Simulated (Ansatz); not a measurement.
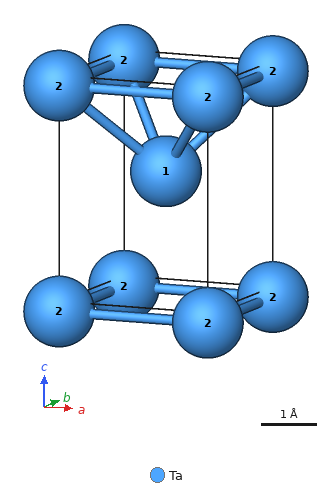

Fig. 1: The structure (ball-and-stick view of the cell of the calculation, seen slightly off an axis; atoms are numbered from 1 in the order of the input). An atom can appear more than once, as a periodic image.

**Run report: Ta, single-point calculation**

Ta (2 atoms in the cell), computed with DFT PBEsol, scalar-relativistic, plane waves, PAW, no spin polarisation (Ansatz 0.2.0).

The structure derives from an entry of the Crystallography Open Database. It belongs to a series of runs on one base structure; here: mode 6 (135.8 1/cm) frozen in, largest displacement +0.188 A. Figures and captions count atoms from 1; the log counts them from 0 in places.

## Log
```
Engine: ansatz 0.2.0, x86_64-unknown-linux-gnu
Pseudopotentials: kind: paw
Pseudopotential: Ta, paw, valence charge 13, recommended cutoff 420 eV (normal), Ta.paw.azcp
Functional definition: PBEsol
  exchange = pbesol_x
  correlation = pbesol_c
Crystal: 2 atoms, lattice volume = 37.576 Å³
Basis set: ecut = 420 eV, 699 PW (Γ), exchange–correlation on 40×40×60 points (8 copies of the dense FFT grid, shifted against one another)
Bands: 17, of which v1, the nominal top of the filled ones, is band 13 counted from 1 (12 counted from 0)
Symmetry: 16 space group operations
Space group: P4/nmm (ITA 129), of the structure as read, at distance tolerance 3.3e-5 Å
k-points: 315 of 3072
Non-local potential: Ta, projectors of the file, l = 0: 3, l = 1: 2, l = 2: 2, l = 3: 1
PAW form: soft (Blöchl's): semilocal exchange-correlation on the pseudo side does not see the compensation charge
PAW frozen core: Ta, regenerated for the run's functional, and the local potential with it (the file was generated under x = pbe(κ = 0.804, μ = 0.2195149727645171), c = pbe(β = 0.06672455060314922))
PAW one-centre angular grid: Ta, 590 points (default); XC on 64 Gauss nodes
Initial density: superposition of atomic densities (neutral atoms: chi_scale 0, normalization atom), corrected by the library's trained network
Initial wavefunctions: pseudopotential atomic-orbital guess
Functional: x = pbesol(κ = 0.804, μ = 0.12345679012345678), c = pbesol(β = 0.046)
SCF iter   1: F=—  HF=-19611.841346 eV  |F-HF|=—  |Δ(HF+E_count)|=         —  Δρ=8.18e-3  dr2=4.56e-2  ethr=1.77e-3  ⟨swp⟩=5.1  Hψ=24042  notcnv=0
preconditioner: auto → none  [metal: Δε(μ)=0.002 eV  Ē_g=4.513 eV  σ=0.150 eV  W_gap=0.01  n_scr=6 (ndim 8)  ℏωp=19.2 eV  f_vac=0.000  D(μ)=2.80/eV (n_scr^D=36)  sad-step TF]
SCF iter   2: F=—  HF=-19611.833891 eV  |F-HF|=—  |Δ(HF+E_count)|=   7.46e-3  Δρ=4.80e-3  dr2=1.71e-2  ethr=1.75e-4  ⟨swp⟩=1.0  Hψ=7880  notcnv=0
SCF iter   3: F=—  HF=-19611.829601 eV  |F-HF|=—  |Δ(HF+E_count)|=   4.29e-3  Δρ=4.11e-4  dr2=6.43e-5  ethr=6.57e-5  ⟨swp⟩=2.0  Hψ=6913  notcnv=0
SCF iter   4: F=—  HF=-19611.829587 eV  |F-HF|=—  |Δ(HF+E_count)|=   1.39e-5  Δρ=1.15e-4  dr2=7.64e-6  ethr=2.47e-7  ⟨swp⟩=2.0  Hψ=8810  notcnv=0
SCF iter   5: F=—  HF=-19611.829585 eV  |F-HF|=—  |Δ(HF+E_count)|=   1.68e-6  Δρ=2.54e-5  dr2=1.16e-7  ethr=2.94e-8  ⟨swp⟩=2.1  Hψ=7368  notcnv=0
SCF iter   6: F=-19611.829585 eV  HF=-19611.829585 eV  |F-HF|=6.56e-9  |Δ(HF+E_count)|=   4.20e-9  Δρ=7.13e-6  dr2=1.38e-8  ethr=3.85e-10  ⟨swp⟩=9.6  Hψ=35674  notcnv=0
SCF 1 converged in 6 iterations: F = -19611.829585 eV  dr2 = 1.38e-8
  greatest PAW one-centre occupation: 1.000 electrons in one spin orbital (limit 2), on the Ta atom at site 1 (counted from 0), in its partial waves of l = 0
SCF converged after 6 iterations
Free energy (F): -19611.829585 eV
Harris-Foulkes:  -19611.829585 eV  (|F-HF|=6.56e-9)
Internal energy: -19611.797723 eV  (E = F + TS)
E sigma→0 (E₀):  -19611.813654 eV
Entropy (-TS):   -0.031862 eV (-15.931 meV/atom)
Fermi energy:    18.004562 eV
--- Per-component energies (eV) ---
  E_band       = -234.320480
  E_kinetic    = 732.520461
  E_local      = -1226.473098  (includes V_loc(G=0)·N_el)
  E_nonlocal   = 35.551611
  E_hartree    = 430.629870
  E_xc         = -433.535533
  E_vxc        = -407.039945  (∫ρ·V_xc dr)
  E_paw        = -16545.105791  (= ΣΔE_a)
  E_vpaw       = -230.141112  (= ΣTr[D̂ρ^β])
  E_aug_tail   = 0.000308  (compensation charges beyond the density's cutoff)
  E_ewald      = -2605.812845
  E_core_change = 0.427293  (= ΣΔE_core)
  E_smearing   = -0.031862  (= −TS)
  E_closure    = 0.000000  (closes the sum)
  Σ components = -19611.829585   (vs F -19611.829585, Δ=0.00e0)
--- Forces (eV/Å), atoms counted from 1 ---
  atom   1  Ta    -3.67673761     0.00000000     0.00000000
  atom   2  Ta     3.67673761    -0.00000000     0.00000000
  max |Σ_I F_I| component: 4.44e-16 eV/Å
--- Stress (GPa, compression-positive) ---
        2.206218      -0.000000       0.000000
       -0.000000       4.343353       0.000000
        0.000000       0.000000       4.343353
  P = ⅓ Tr σ = 3.6310 GPa (36.310 kbar)
--- Band table (eV; the first three rows and the last of 315) ---
  k-point 0: bands = ["-49.5476", "-49.3499", "-16.5503", "-16.0315", "-16.0315", "-15.5072", "-15.4441", "-15.4441", "9.9044", "13.5163", "14.1537", "18.3785", "18.3785", "18.7043", "19.5791", "20.8278", "23.6030"]
  k-point 1: bands = ["-49.5466", "-49.3510", "-16.5394", "-16.0281", "-16.0281", "-15.5215", "-15.4479", "-15.4479", "9.9944", "13.5428", "14.1862", "18.4252", "18.4252", "18.6188", "19.3779", "20.8478", "23.3742"]
  k-point 2: bands = ["-49.5436", "-49.3540", "-16.5080", "-16.0185", "-16.0185", "-15.5622", "-15.4583", "-15.4583", "10.2596", "13.6055", "14.2798", "18.3854", "18.5636", "18.5636", "18.8391", "20.9048", "22.8530"]
  k-point 314: bands = ["-49.3884", "-49.3884", "-16.5839", "-16.5839", "-15.9373", "-15.9373", "-15.8820", "-15.8820", "15.0097", "15.0097", "16.2541", "16.2541", "17.4804", "17.4804", "20.3416", "20.3416", "24.3838"]
```

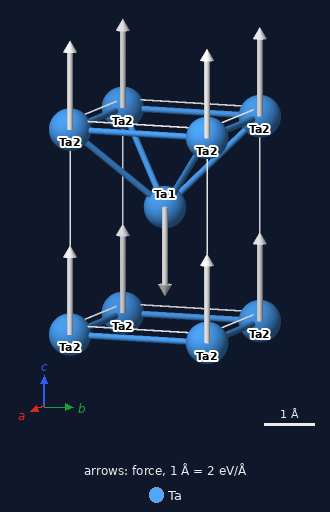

Fig. 2: Forces on the atoms as white arrows (ball-and-stick view of the cell of the calculation, seen slightly off an axis; atoms are numbered from 1 in the order of the input). The largest act on Ta1, Ta2 (3.68 eV/Å). The geometry is not a stationary point of this energy.

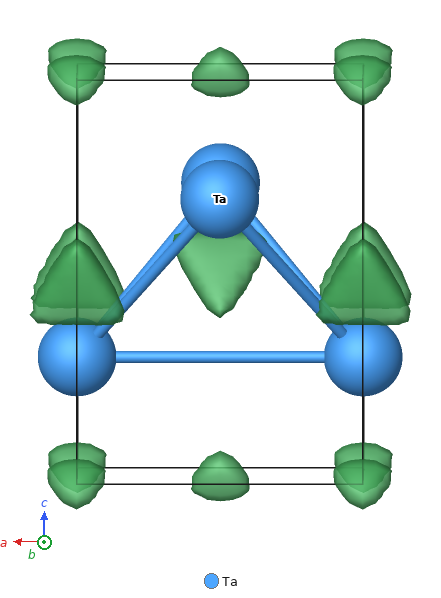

Fig. 3: Isosurface of the ELF at 0.55 (green), seen at an oblique angle. Core shells and regions of very low density are left out. Sticks mark near contacts. The outline is the cell set on symmetry axes. Values along the shortest contacts: Ta–Ta (2.73 Å): the ELF is about 0.30 at the midpoint (no localised pair between them). Ta–Ta (2.98 Å): the ELF is about 0.35 at the midpoint; no localised pair between them. Core electrons are frozen (PAW), so the fields are smoothed inside the atomic spheres.

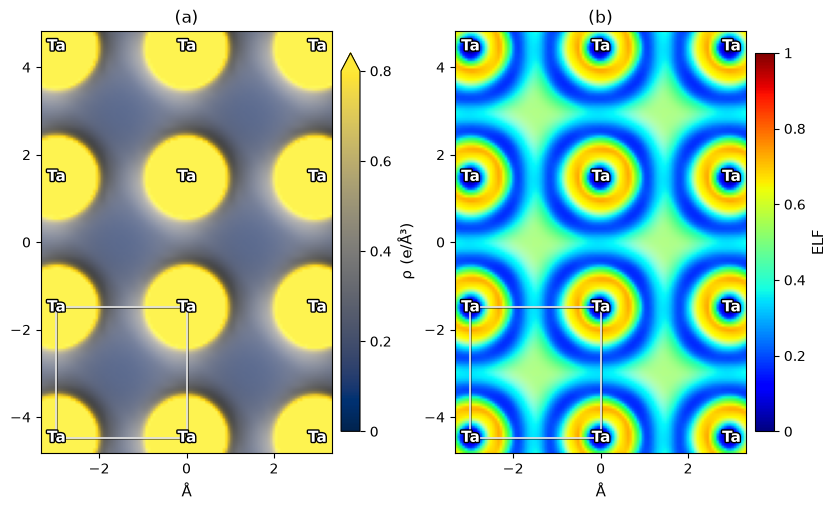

Fig. 4: (a) valence charge density (pseudo); (b) ELF on the (001) plane of the conventional cell. Ta–Ta (2.98 Å): the density is about 0.28 e/Å³ at the midpoint; the ELF is about 0.35 at the midpoint (no shared electron pair). Away from the nuclei the density in this plane falls to 0.2 e/Å³ at its lowest. The strong features right at Ta lie inside the PAW spheres (semicore, d or f shells) and say nothing about bonding.

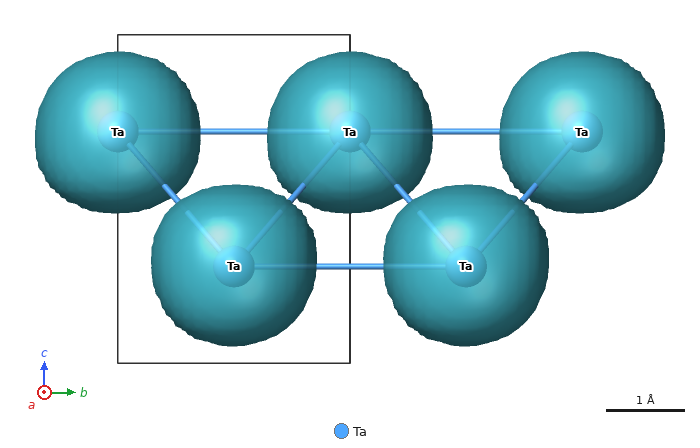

Fig. 5: Isosurface of the valence electron density at 0.5 e/Å³ (cyan), seen along the a axis. Sticks mark near contacts. The outline is the cell set on symmetry axes. At this value the density breaks into separate islands; it holds about 70 % of the electrons treated as valence (semicore included). It is pinched off along the Ta–Ta (2.73 Å) and Ta–Ta (2.98 Å) contacts. On the grid the lowest density along these lines, outside the cores, is 0.37 e/Å³ (Ta–Ta, 2.73 Å) and 0.28 e/Å³ (Ta–Ta, 2.98 Å).

This output came from the following input.

## Input
```yaml
crystal:
  lattice:
    - [0.0, -2.11, -2.11]
    - [0.0, 2.11, -2.11]
    - [4.22, 0.0, 0.0]
  atoms:
    - { symbol: Ta, position: [0.5, 0.5, 0.5444312796] }
    - { symbol: Ta, position: [0.0, 0.0, -0.0444312796] }
basis:
  ecutwfc: 420
kpoints:
  mp_grid: { grid: [16, 16, 12] }
hamiltonian:
  xc: pbesol
scf:
  occupations: { method: gaussian, width: 0.15 }
output:
  forces: true
  stress: true
  eigenvalues: true
  write_density: true
  write_potential: true
  elf: true
  volumetric_format: npy
```

Launched with:
```bash
ansatz run input.yaml --threads 2 --pin off --max-ram 5120MiB --backend cpu --events-out ev --progress --plain --runs-dir out
```

## Key numbers

```csv
quantity,value
outcome,converged
space group (tolerance 0.01 Å),P4/nmm (129)
electrons treated,26
free energy,−19611.8296 eV
Fermi energy,18.005 eV
gap on the k-point mesh,none (metallic)
pressure,3.63 GPa
largest force (length of the vector),3.677 eV/Å
hardware,"2 threads of Intel Xeon @ 2.50GHz (Skylake/Cascade Lake), 192 GiB of memory available, shared host"
wall time,9.8 s (CPU time 18 s)
peak memory,0.5 GiB
```

## Remarks

Spin–orbit coupling is left out, which matters for Ta.
